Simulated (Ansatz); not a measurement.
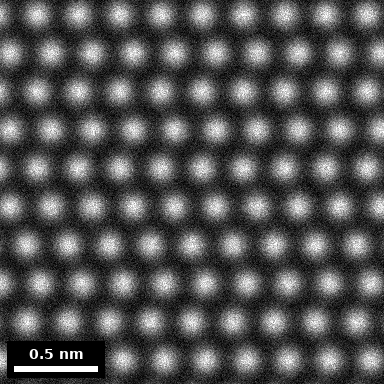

iDPC-like image of Al (P6_3/mmc, No. 194) along [100]. Simulated as the projected potential of neutral atoms (B = 0.8 Å²) blurred by a 1.03 Å probe, the thin-sample limit of integrated differential phase contrast. Shot noise was added.

One planar defect was built into the perfect crystal by geometry alone, without relaxation. Host structure: coordinates from a relaxation with DFT, LDA (PW92), plane waves (420 eV) with PAW, scalar-relativistic (Ansatz); the starting structure was generated, so it need not be a known form of this composition.

**Where does the periodic pattern break, and how?**

A planar fault (a stacking fault) runs horizontally about 13 Å below the top edge. The part above it is shifted along the boundary by 1/4 of the 2.46 Å repeat of the rows (0.6 Å to the right, the same as 1.8 Å to the left); both parts keep the same orientation.
